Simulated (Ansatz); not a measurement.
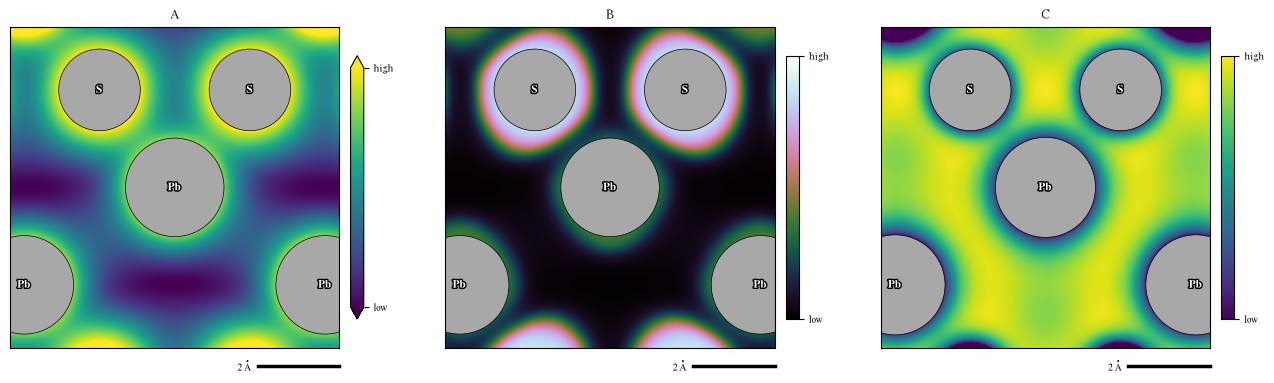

PbS: 3 fields on the (110) plane of the conventional cell, with unlabelled colour scales. Grey discs cover the atomic cores.

Space group P6₃/mmc; a structure generated by program, which may or may not match a known phase.

The calculation used Ansatz 0.2.0, DFT HSE06, scalar-relativistic, plane waves, PAW.

Which field does each panel show? The fields are: electron localisation function, electrostatic potential energy of an electron and valence pseudo-density.

Answer. Panel A: valence pseudo-density. Panel B: electron localisation function. Panel C: electrostatic potential energy of an electron (low next to the atoms, rising into the space between them). From the grid: Pb–S (3.01 Å): ρ is about 0.21 e/Å³ halfway; the ELF peaks at about 0.85 in the valence shell of S, 0.8 Å from its nucleus, and drops to about 0.20 between the two atoms.
